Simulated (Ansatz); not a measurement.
## BN: geometry relaxation (part 1 of 2)

System: BN (slab, 8 atoms in the cell).
Method: DFT PBE+D3(BJ), scalar-relativistic, plane waves, PAW, no spin polarisation (Ansatz 0.2.0).

The structure derives from an entry of the Crystallography Open Database.

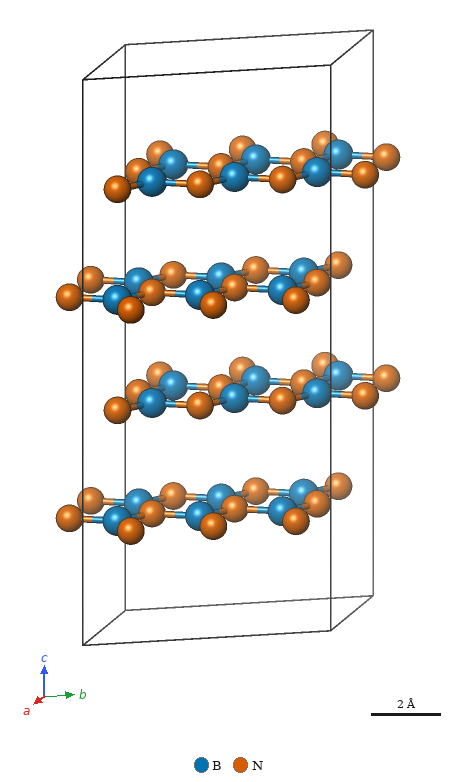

Figure 1. The starting structure (ball-and-stick view of the 2 × 3 repeat of the cell, with the vacuum cut short, seen slightly off an axis; bonded neighbours outside the cell are drawn too). Near neighbours in the crystal (not all of them lie inside the picture): B has 3 N at 1.45 Å; N has 3 B at 1.45 Å.

Input:
```yaml
crystal:
  lattice:
    - [2.506425417, 0.0, 0.0]
    - [-1.2532127085, 2.1706280838, 0.0]
    - [0.0, 0.0, 45.8423718534]
  atoms:
    - { symbol: B, position: [0.6666666667, 0.3333333333, 0.3917902202] }
    - { symbol: "N", position: [0.3333333333, 0.6666666667, 0.3917902202] }
    - { symbol: B, position: [0.3333333333, 0.6666666667, 0.4639300734] }
    - { symbol: "N", position: [0.6666666667, 0.3333333333, 0.4639300734] }
    - { symbol: B, position: [0.6666666667, 0.3333333333, 0.5360699266] }
    - { symbol: "N", position: [0.3333333333, 0.6666666667, 0.5360699266] }
    - { symbol: B, position: [0.3333333333, 0.6666666667, 0.6082097798] }
    - { symbol: "N", position: [0.6666666667, 0.3333333333, 0.6082097798] }
  periodic: [true, true, false]
basis:
  ecutwfc: 420
kpoints:
  mp_grid: { grid: [12, 12, 1] }
hamiltonian:
  xc: pbe
  dispersion: d3bj
scf:
  occupations: { method: gaussian, width: 0.02 }
output:
  forces: true
  stress: true
  eigenvalues: true
relax:
  adjacent_minimum: "off"
  f_tol: 0.005
  max_steps: 80
  cell: { stress_2d_tol: 0.02 }
```

Launch command:
```bash
ansatz run input.yaml --threads 2 --pin off --max-ram 5120MiB --backend cpu --events-out ev --progress --plain --runs-dir out
```

The program's output:
```
Engine: ansatz 0.2.0, x86_64-unknown-linux-gnu
Pseudopotentials: kind: paw
Pseudopotential: B, paw, valence charge 3, recommended cutoff 420 eV (normal), B.paw.azcp
Pseudopotential: N, paw, valence charge 5, recommended cutoff 420 eV (normal), N.paw.azcp
Functional definition: PBE
  parameter kappa = 0.804
  parameter beta = 0.06672455060314922
  exchange = pbe_x(kappa = kappa, mu = beta*pi^2/3)
  correlation = pbe_c(beta = beta)
Crystal: 8 atoms, lattice volume = 249.406 Å³
Basis set: ecut = 420 eV, 4863 PW (Γ), exchange–correlation on 36×36×640 points (8 copies of the dense FFT grid, shifted against one another)
Bands: 24, of which v1, the nominal top of the filled ones, is band 16 counted from 1 (15 counted from 0)
Symmetry: 12 space group operations
Space group: P-3m1 (ITA 164), of the structure as read, at distance tolerance 6.3e-5 Å
k-points: 19 of 144
Non-local potential: B, projectors of the file, l = 0: 2, l = 1: 2, l = 2: 1
Non-local potential: N, projectors of the file, l = 0: 2, l = 1: 2, l = 2: 1
PAW form: soft (Blöchl's): semilocal exchange-correlation on the pseudo side does not see the compensation charge
PAW one-centre angular grid: B, 110 points (default); XC on 64 Gauss nodes
PAW one-centre angular grid: N, 110 points (default); XC on 64 Gauss nodes
Initial density: superposition of atomic densities (neutral atoms: chi_scale 0, normalization atom), corrected by the library's trained network
Initial wavefunctions: pseudopotential atomic-orbital guess
Functional: x = pbe(κ = 0.804, μ = 0.2195149727645171), c = pbe(β = 0.06672455060314922)
SCF iter   1: F=—  HF=-2170.621814 eV  |F-HF|=—  |Δ(HF+E_count)|=         —  Δρ=1.23e-3  dr2=3.77e-3  ethr=1.77e-3  ⟨swp⟩=15.2  Hψ=4013  notcnv=0
preconditioner: auto → Resta (q_TF=auto, 1.938 Å⁻¹)  ε∞=1.8  [insulator: Δε(μ)=4.339 eV  Ē_g=14.931 eV  σ=0.020 eV  W_gap=1.00  n_scr=28 (ndim 8)  ℏωp=13.3 eV  f_vac=0.701  D(μ)=0.00/eV (n_scr^D=0)  ε∞_Penn≈1.8  vacuum switching on, ρ_ref=1.6e-2 e/Å³]
SCF iter   2: F=—  HF=-2170.623646 eV  |F-HF|=—  |Δ(HF+E_count)|=   1.83e-3  Δρ=5.96e-4  dr2=2.86e-4  ethr=1.18e-5  ⟨swp⟩=3.8  Hψ=1343  notcnv=0  defer=66
SCF iter   3: F=—  HF=-2170.624376 eV  |F-HF|=—  |Δ(HF+E_count)|=   7.31e-4  Δρ=2.25e-4  dr2=3.96e-5  ethr=8.93e-7  ⟨swp⟩=3.0  Hψ=780  notcnv=0  defer=66
SCF iter   4: F=—  HF=-2170.624466 eV  |F-HF|=—  |Δ(HF+E_count)|=   8.93e-5  Δρ=3.42e-5  dr2=2.19e-6  ethr=1.24e-7  ⟨swp⟩=2.8  Hψ=919  notcnv=0  defer=66
SCF iter   5: F=—  HF=-2170.624466 eV  |F-HF|=—  |Δ(HF+E_count)|=   3.85e-7  Δρ=1.03e-5  dr2=1.54e-7  ethr=6.85e-9  ⟨swp⟩=2.6  Hψ=843  notcnv=0  defer=66
iter 6 did not close the SCF: its close was put off until two iterations running show no level that it waits for move by more than its bar (scf_convergence_deferred on its scf_iter line)
SCF iter   6: F=-2170.624466 eV  HF=-2170.624466 eV  |F-HF|=2.03e-8  |Δ(HF+E_count)|=   2.50e-7  Δρ=2.09e-6  dr2=7.14e-9  ethr=3.13e-10  ⟨swp⟩=17.0  Hψ=3086  notcnv=0
iter 7 did not close the SCF: its close was put off until two iterations running show no level that it waits for move by more than its bar (scf_convergence_deferred on its scf_iter line)
SCF iter   7: F=-2170.624466 eV  HF=-2170.624466 eV  |F-HF|=3.07e-9  |Δ(HF+E_count)|=   1.99e-8  Δρ=4.43e-7  dr2=4.97e-10  ethr=2.23e-11  ⟨swp⟩=4.9  Hψ=1695  notcnv=0
SCF iter   8: F=-2170.624466 eV  HF=-2170.624466 eV  |F-HF|=1.76e-10  |Δ(HF+E_count)|=   2.97e-9  Δρ=9.60e-8  dr2=3.86e-11  ethr=1.55e-12  ⟨swp⟩=5.2  Hψ=1729  notcnv=0
SCF 1 converged in 8 iterations: F = -2170.624466 eV  dr2 = 3.86e-11
  greatest PAW one-centre occupation: 0.797 electrons in one spin orbital (limit 2), on the N atom at site 5 (counted from 0), in its partial waves of l = 0
relax step   1: F+E_penalty+E_count = -2170.62446639 eV  Δ(F+E_penalty+E_count) = +0.000e0 eV  max|allowed force component| = 2.882e-2 eV/Å  Δτ_max = 0.0000 Å  P = +0.382 N/m  Ω = 249.406 Å³  fix = [c, alpha, beta]  reactions: c +0.000 N/m  (8 SCF iters, dr2 threshold 1.00e-7 eV, accepted)
Crystal: 8 atoms, lattice volume = 249.489 Å³
Initial density: handed on by an earlier stage of this run
Initial wavefunctions: those handed on with the density
iter 1 solved again at ethr=2.71e-4 eV; its pass at ethr=3.10e-3 eV (dr2=8.67e-2 eV) is discarded
SCF iter   1: F=—  HF=-2170.646180 eV  |F-HF|=—  |Δ(HF+E_count)|=         —  Δρ=5.46e-3  dr2=8.57e-2  ethr=2.71e-4  ⟨swp⟩=2.2  Hψ=3259  notcnv=0
preconditioner: auto → Resta (q_TF=auto, 1.937 Å⁻¹)  ε∞=1.8  [insulator: Δε(μ)=4.323 eV  Ē_g=15.024 eV  σ=0.020 eV  W_gap=1.00  n_scr=28 (ndim 8)  ℏωp=13.3 eV  f_vac=0.698  D(μ)=0.00/eV (n_scr^D=0)  ε∞_Penn≈1.8  vacuum switching on, ρ_ref=1.6e-2 e/Å³]
SCF iter   2: F=—  HF=-2170.623640 eV  |F-HF|=—  |Δ(HF+E_count)|=   2.25e-2  Δρ=1.94e-3  dr2=5.24e-3  ethr=2.68e-4  ⟨swp⟩=3.9  Hψ=1053  notcnv=0  defer=5
SCF iter   3: F=—  HF=-2170.623470 eV  |F-HF|=—  |Δ(HF+E_count)|=   1.70e-4  Δρ=8.83e-4  dr2=1.13e-3  ethr=1.64e-5  ⟨swp⟩=3.1  Hψ=899  notcnv=0  defer=5
SCF iter   4: F=—  HF=-2170.623540 eV  |F-HF|=—  |Δ(HF+E_count)|=   7.06e-5  Δρ=6.70e-5  dr2=1.23e-5  ethr=3.52e-6  ⟨swp⟩=2.4  Hψ=844  notcnv=0  defer=9
SCF iter   5: F=—  HF=-2170.623521 eV  |F-HF|=—  |Δ(HF+E_count)|=   1.90e-5  Δρ=2.44e-5  dr2=2.37e-6  ethr=3.83e-8  ⟨swp⟩=3.1  Hψ=948  notcnv=0  defer=9
SCF iter   6: F=—  HF=-2170.623521 eV  |F-HF|=—  |Δ(HF+E_count)|=   3.16e-9  Δρ=7.12e-6  dr2=1.31e-7  ethr=7.40e-9  ⟨swp⟩=2.7  Hψ=801  notcnv=0  defer=9
SCF iter   7: F=-2170.623521 eV  HF=-2170.623521 eV  |F-HF|=2.04e-8  |Δ(HF+E_count)|=   2.27e-8  Δρ=3.69e-6  dr2=2.84e-8  ethr=2.87e-10  ⟨swp⟩=11.6  Hψ=2855  notcnv=0
SCF 2 converged in 7 iterations: F = -2170.623521 eV  dr2 = 2.84e-8
relax step   2: F+E_penalty+E_count = -2170.62352123 eV  Δ(F+E_penalty+E_count) = +9.452e-4 eV  max|allowed force component| = 2.283e-2 eV/Å  Δτ_max = 0.0408 Å  P = +0.159 N/m  Ω = 249.489 Å³  energy of the carried Pulay correction = -8.340e-5 eV  fix = [c, alpha, beta]  (7 SCF iters, dr2 threshold 9.18e-8 eV, rejected (line search))
Crystal: 8 atoms, lattice volume = 249.520 Å³
iter 1 solved again at ethr=1.44e-4 eV; its pass at ethr=3.10e-3 eV (dr2=4.60e-2 eV) is discarded
SCF iter   1: F=—  HF=-2170.636556 eV  |F-HF|=—  |Δ(HF+E_count)|=         —  Δρ=4.03e-3  dr2=4.60e-2  ethr=1.44e-4  ⟨swp⟩=2.7  Hψ=3182  notcnv=0
preconditioner: auto → Resta (q_TF=auto, 1.937 Å⁻¹)  ε∞=1.8  [insulator: Δε(μ)=4.322 eV  Ē_g=15.046 eV  σ=0.020 eV  W_gap=1.00  n_scr=28 (ndim 8)  ℏωp=13.3 eV  f_vac=0.701  D(μ)=0.00/eV (n_scr^D=0)  ε∞_Penn≈1.8  vacuum switching on, ρ_ref=1.6e-2 e/Å³]
SCF iter   2: F=—  HF=-2170.624658 eV  |F-HF|=—  |Δ(HF+E_count)|=   1.19e-2  Δρ=1.44e-3  dr2=2.85e-3  ethr=1.44e-4  ⟨swp⟩=3.7  Hψ=1004  notcnv=0
SCF iter   3: F=—  HF=-2170.624581 eV  |F-HF|=—  |Δ(HF+E_count)|=   7.73e-5  Δρ=6.69e-4  dr2=6.13e-4  ethr=8.90e-6  ⟨swp⟩=2.7  Hψ=808  notcnv=0
SCF iter   4: F=—  HF=-2170.624641 eV  |F-HF|=—  |Δ(HF+E_count)|=   5.96e-5  Δρ=5.15e-5  dr2=2.66e-6  ethr=1.92e-6  ⟨swp⟩=2.4  Hψ=784  notcnv=0
SCF iter   5: F=—  HF=-2170.624605 eV  |F-HF|=—  |Δ(HF+E_count)|=   3.52e-5  Δρ=2.42e-5  dr2=1.20e-6  ethr=8.30e-9  ⟨swp⟩=3.0  Hψ=996  notcnv=0
SCF iter   6: F=—  HF=-2170.624605 eV  |F-HF|=—  |Δ(HF+E_count)|=   3.30e-7  Δρ=4.67e-6  dr2=3.25e-8  ethr=3.75e-9  ⟨swp⟩=2.1  Hψ=750  notcnv=0
SCF iter   7: F=—  HF=-2170.624605 eV  |F-HF|=—  |Δ(HF+E_count)|=   3.93e-9  Δρ=8.94e-7  dr2=1.07e-9  ethr=1.01e-10  ⟨swp⟩=3.3  Hψ=929  notcnv=0
SCF iter   8: F=—  HF=-2170.624605 eV  |F-HF|=—  |Δ(HF+E_count)|=   1.97e-9  Δρ=2.35e-7  dr2=1.41e-10  ethr=3.34e-12  ⟨swp⟩=3.0  Hψ=911  notcnv=0
SCF iter   9: F=—  HF=-2170.624605 eV  |F-HF|=—  |Δ(HF+E_count)|=  1.59e-11  Δρ=7.42e-8  dr2=9.69e-12  ethr=1.00e-12  ⟨swp⟩=2.4  Hψ=813  notcnv=0
SCF iter  10: F=-2170.624605 eV  HF=-2170.624605 eV  |F-HF|=9.46e-11  |Δ(HF+E_count)|=  1.73e-11  Δρ=2.18e-8  dr2=1.82e-12  ethr=1.00e-12  ⟨swp⟩=10.9  Hψ=2927  notcnv=0
SCF 3 converged in 10 iterations: F = -2170.624605 eV  dr2 = 1.82e-12
relax step   3: F+E_penalty+E_count = -2170.62460501 eV  Δ(F+E_penalty+E_count) = -1.386e-4 eV  max|allowed force component| = 1.188e-2 eV/Å  Δτ_max = 0.0199 Å  P = +0.059 N/m  Ω = 249.520 Å³  energy of the carried Pulay correction = -1.152e-4 eV  fix = [c, alpha, beta]  reactions: c +0.000 N/m  (10 SCF iters, accepted)
Crystal: 8 atoms, lattice volume = 249.538 Å³
iter 1 solved again at ethr=5.25e-6 eV; its pass at ethr=3.10e-3 eV (dr2=1.68e-3 eV) is discarded
SCF iter   1: F=—  HF=-2170.625164 eV  |F-HF|=—  |Δ(HF+E_count)|=         —  Δρ=8.35e-4  dr2=1.84e-3  ethr=5.25e-6  ⟨swp⟩=2.5  Hψ=2811  notcnv=0
preconditioner: auto → Resta (q_TF=auto, 1.937 Å⁻¹)  ε∞=1.8  [insulator: Δε(μ)=4.324 eV  Ē_g=15.038 eV  σ=0.020 eV  W_gap=1.00  n_scr=28 (ndim 8)  ℏωp=13.3 eV  f_vac=0.699  D(μ)=0.00/eV (n_scr^D=0)  ε∞_Penn≈1.8  vacuum switching on, ρ_ref=1.6e-2 e/Å³]
SCF iter   2: F=—  HF=-2170.624682 eV  |F-HF|=—  |Δ(HF+E_count)|=   4.81e-4  Δρ=3.08e-4  dr2=1.51e-4  ethr=5.25e-6  ⟨swp⟩=2.7  Hψ=840  notcnv=0
SCF iter   3: F=—  HF=-2170.624657 eV  |F-HF|=—  |Δ(HF+E_count)|=   2.55e-5  Δρ=1.41e-4  dr2=2.90e-5  ethr=4.71e-7  ⟨swp⟩=2.2  Hψ=711  notcnv=0
SCF iter   4: F=—  HF=-2170.624632 eV  |F-HF|=—  |Δ(HF+E_count)|=   2.53e-5  Δρ=1.68e-5  dr2=3.08e-7  ethr=9.05e-8  ⟨swp⟩=2.5  Hψ=782  notcnv=0
SCF iter   5: F=—  HF=-2170.624618 eV  |F-HF|=—  |Δ(HF+E_count)|=   1.37e-5  Δρ=7.37e-6  dr2=1.55e-7  ethr=9.62e-10  ⟨swp⟩=3.1  Hψ=980  notcnv=0
SCF iter   6: F=-2170.624618 eV  HF=-2170.624618 eV  |F-HF|=3.65e-9  |Δ(HF+E_count)|=   4.04e-8  Δρ=1.93e-6  dr2=5.74e-9  ethr=2.76e-11  ⟨swp⟩=8.8  Hψ=3073  notcnv=0
SCF 4 converged in 6 iterations: F = -2170.624618 eV  dr2 = 5.74e-9
relax step   4: F+E_penalty+E_count = -2170.62461785 eV  Δ(F+E_penalty+E_count) = -1.284e-5 eV  max|allowed force component| = 5.710e-3 eV/Å  Δτ_max = 0.0077 Å  P = +0.008 N/m  Ω = 249.538 Å³  energy of the carried Pulay correction = -1.338e-4 eV  fix = [c, alpha, beta]  reactions: c +0.000 N/m  (6 SCF iters, dr2 threshold 8.83e-9 eV, accepted)
Crystal: 8 atoms, lattice volume = 249.545 Å³
iter 1 solved again at ethr=2.20e-6 eV; its pass at ethr=3.10e-3 eV (dr2=7.03e-4 eV) is discarded
SCF iter   1: F=—  HF=-2170.624862 eV  |F-HF|=—  |Δ(HF+E_count)|=         —  Δρ=5.47e-4  dr2=7.70e-4  ethr=2.20e-6  ⟨swp⟩=2.7  Hψ=2740  notcnv=0
preconditioner: auto → Resta (q_TF=auto, 1.937 Å⁻¹)  ε∞=1.8  [insulator: Δε(μ)=4.326 eV  Ē_g=15.038 eV  σ=0.020 eV  W_gap=1.00  n_scr=28 (ndim 8)  ℏωp=13.3 eV  f_vac=0.699  D(μ)=0.00/eV (n_scr^D=0)  ε∞_Penn≈1.8  vacuum switching on, ρ_ref=1.6e-2 e/Å³]
SCF iter   2: F=—  HF=-2170.624663 eV  |F-HF|=—  |Δ(HF+E_count)|=   1.99e-4  Δρ=2.03e-4  dr2=6.75e-5  ethr=2.20e-6  ⟨swp⟩=2.8  Hψ=779  notcnv=0
SCF iter   3: F=—  HF=-2170.624626 eV  |F-HF|=—  |Δ(HF+E_count)|=   3.76e-5  Δρ=9.15e-5  dr2=1.23e-5  ethr=2.11e-7  ⟨swp⟩=2.3  Hψ=704  notcnv=0
SCF iter   4: F=—  HF=-2170.624628 eV  |F-HF|=—  |Δ(HF+E_count)|=   2.55e-6  Δρ=1.08e-5  dr2=1.25e-7  ethr=3.84e-8  ⟨swp⟩=2.4  Hψ=771  notcnv=0
SCF iter   5: F=—  HF=-2170.624618 eV  |F-HF|=—  |Δ(HF+E_count)|=   1.06e-5  Δρ=6.89e-6  dr2=9.69e-8  ethr=3.90e-10  ⟨swp⟩=3.1  Hψ=990  notcnv=0
SCF iter   6: F=-2170.624618 eV  HF=-2170.624618 eV  |F-HF|=6.77e-10  |Δ(HF+E_count)|=   2.88e-8  Δρ=1.07e-6  dr2=1.35e-9  ethr=6.37e-12  ⟨swp⟩=8.9  Hψ=3097  notcnv=0
SCF 5 converged in 6 iterations: F = -2170.624618 eV  dr2 = 1.35e-9
relax step   5: F+E_penalty+E_count = -2170.62461771 eV  Δ(F+E_penalty+E_count) = +1.394e-7 eV  max|allowed force component| = 4.501e-4 eV/Å  Δτ_max = 0.0048 Å  P = -0.008 N/m  Ω = 249.545 Å³  energy of the carried Pulay correction = -1.402e-4 eV  fix = [c, alpha, beta]  reactions: c -0.000 N/m  (6 SCF iters, dr2 threshold 2.04e-9 eV, accepted)
Initial wavefunctions: pseudopotential atomic-orbital guess (no wavefunctions were taken with the density)
iter 1 solved again at ethr=1.84e-7 eV; its pass at ethr=3.10e-3 eV (dr2=5.89e-5 eV) is discarded
SCF iter   1: F=—  HF=-2170.624753 eV  |F-HF|=—  |Δ(HF+E_count)|=         —  Δρ=3.11e-6  dr2=3.61e-9  ethr=1.84e-7  ⟨swp⟩=5.6  Hψ=6212  notcnv=0
eigensolver tolerance schedule: the retry pair's looser diagonalisation over-reported the residual by 16332.15 of it (diagonalisation noise at 32.75 of the residual, at the tolerance the schedule requests for it); recorded, not acted on — ethr = c·dr2/N_el stays at c = 1.0e-1
preconditioner: auto → Resta (q_TF=auto, 1.937 Å⁻¹)  ε∞=1.8  [insulator: Δε(μ)=4.326 eV  Ē_g=15.031 eV  σ=0.020 eV  W_gap=1.00  n_scr=28 (ndim 8)  ℏωp=13.3 eV  f_vac=0.699  D(μ)=0.00/eV (n_scr^D=0)  ε∞_Penn≈1.8  vacuum switching on, ρ_ref=1.6e-2 e/Å³]
SCF iter   2: F=—  HF=-2170.624728 eV  |F-HF|=—  |Δ(HF+E_count)|=   2.49e-5  Δρ=1.47e-6  dr2=8.12e-10  ethr=1.13e-11  ⟨swp⟩=4.9  Hψ=1491  notcnv=0
SCF iter   3: F=—  HF=-2170.624731 eV  |F-HF|=—  |Δ(HF+E_count)|=   2.87e-6  Δρ=6.80e-7  dr2=1.04e-10  ethr=2.54e-12  ⟨swp⟩=2.5  Hψ=801  notcnv=0
SCF iter   4: F=—  HF=-2170.624733 eV  |F-HF|=—  |Δ(HF+E_count)|=   1.49e-6  Δρ=9.92e-8  dr2=3.86e-12  ethr=1.00e-12  ⟨swp⟩=2.9  Hψ=890  notcnv=0
SCF iter   5: F=-2170.624733 eV  HF=-2170.624733 eV  |F-HF|=2.65e-9  |Δ(HF+E_count)|=   1.29e-7  Δρ=1.86e-8  dr2=4.48e-13  ethr=1.00e-12  ⟨swp⟩=12.8  Hψ=2996  notcnv=0
SCF 6 converged in 5 iterations: F = -2170.624733 eV  dr2 = 4.48e-13
relax step   6: F+E_penalty+E_count = -2170.62473264 eV  Δ(F+E_penalty+E_count) = -1.149e-4 eV  max|allowed force component| = 4.660e-4 eV/Å  Δτ_max = 0.0000 Å  P = -0.003 N/m  Ω = 249.545 Å³  fix = [c, alpha, beta]  reactions: c -0.000 N/m  stress off target by 2.94e-3 N/m on what of the cell is left free  SCF on the basis re-selected at this cell (its energy is not comparable with the rows above)  (5 SCF iters)
```
